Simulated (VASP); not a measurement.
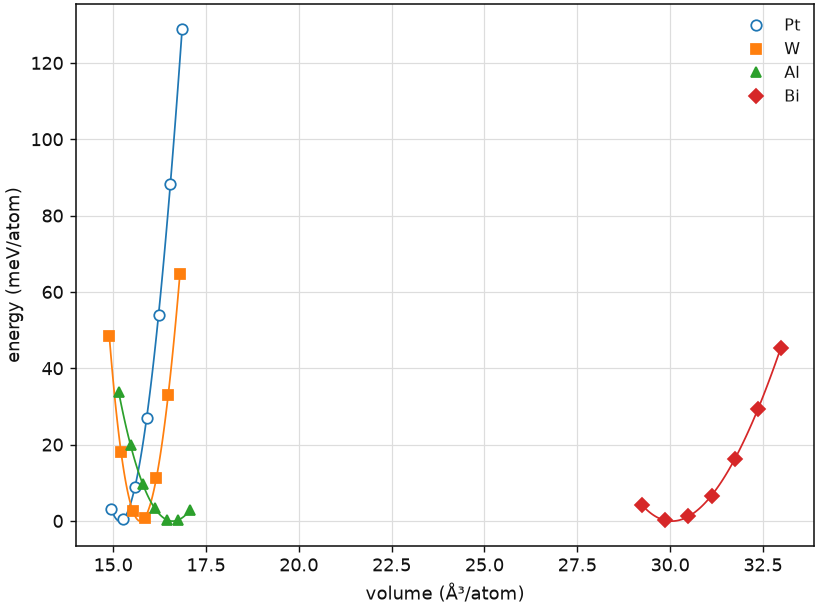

The plot gives the computed energy against volume, with one curve for each element, for Al, Bi, Pt and W (all in space group Im-3m (No. 229)).

Computed with VASP 6.6.1: plane-wave DFT, no spin polarisation; energies at scaled volumes of the given cell, shape and fractions fixed, counted from the fit's minimum, third-order Birch-Murnaghan fit. Level: PBEsol.

occupations Fermi–Dirac; smearing width 0.05 eV; potentials VASP PAW PBE potentials, recommended; wave cutoff 520 eV.

Settings that differ: Pt: k mesh 12×12×12; W: k mesh 12×12×12; Al: k mesh 12×12×12; Bi: k mesh 9×9×9.

**Order the curves by fitted equilibrium volume, smallest first.**

Pt 15.181, W 15.733, Al 16.604, Bi 30.046 Å³/atom.

**Order the curves by fitted bulk modulus, smallest first.**

Bi 60.2, Al 73.3, Pt 279.2, W 319.7 GPa.

Caveats: spin-orbit coupling left out, heavy elements (Pt, Bi).

The computed values:

Pt:
| volume (Å³/atom) | energy (meV/atom) |
| --- | --- |
| 14.95 | 3 |
| 15.27 | 0 |
| 15.59 | 9 |
| 15.90 | 27 |
| 16.22 | 54 |
| 16.54 | 88 |
| 16.86 | 129 |

W:
| volume (Å³/atom) | energy (meV/atom) |
| --- | --- |
| 14.90 | 48.48 |
| 15.21 | 18.07 |
| 15.53 | 2.65 |
| 15.85 | 0.83 |
| 16.16 | 11.29 |
| 16.48 | 32.93 |
| 16.80 | 64.68 |

Al:
| volume (Å³/atom) | energy (meV/atom) |
| --- | --- |
| 15.15 | 33.88 |
| 15.47 | 19.83 |
| 15.79 | 9.83 |
| 16.12 | 3.45 |
| 16.44 | 0.38 |
| 16.76 | 0.33 |
| 17.08 | 3.01 |

Bi:
| volume (Å³/atom) | energy (meV/atom) |
| --- | --- |
| 29.25 | 4.16 |
| 29.87 | 0.20 |
| 30.49 | 1.22 |
| 31.12 | 6.71 |
| 31.74 | 16.20 |
| 32.36 | 29.25 |
| 32.98 | 45.43 |
